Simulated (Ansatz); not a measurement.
Consider SiGe.

```
CELL_PARAMETERS angstrom
4.10388 0.00000 0.00000
0.00000 4.10943 0.00000
0.00000 0.00000 5.53686
ATOMIC_POSITIONS crystal
Si 0.75000 0.00000 0.88030
Si 0.25000 0.00000 0.11970
Ge 0.25000 0.50000 0.36920
Ge 0.75000 0.50000 0.63080
```

Space group Pmma; started from the ordered alloy on diamond lattice prototype, which need not be the ambient phase; changed on purpose from its base cell (biaxial xy strain +4.5%); computed pressure about −6 GPa in this cell.

Method: DFT, r2SCAN, plane waves, PAW in Ansatz 0.2.0.

**What will maps of the valence pseudo-density and electron localisation function show?**

Si–Ge (2.48 Å): ρ is about 0.5 e/Å³ halfway; the ELF peaks at about 0.95 between the atoms, as expected for a shared electron pair.

**Does the calculation give a band gap?**

It is gapped, with a Kohn–Sham gap of 0.28 eV on the k-point mesh, an upper bound to the gap of this method.

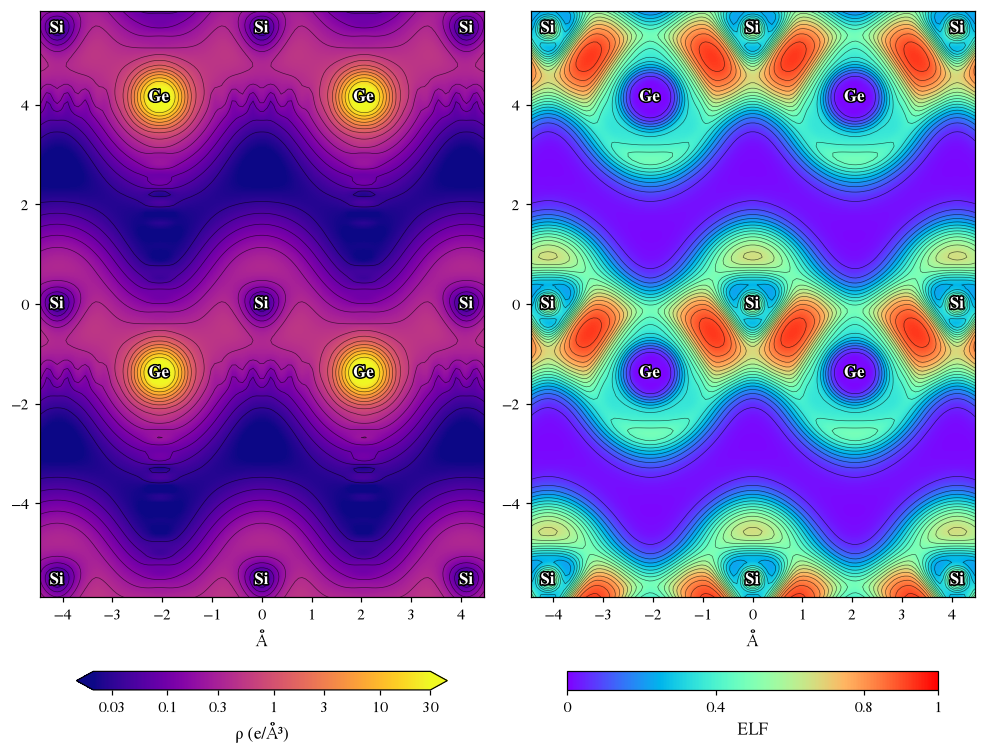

Computed valence pseudo-density and electron localisation function on the (100) plane of the conventional cell, in this order. 

The density is the valence pseudo-density of a PAW calculation; it isn't the true density close to the nuclei.
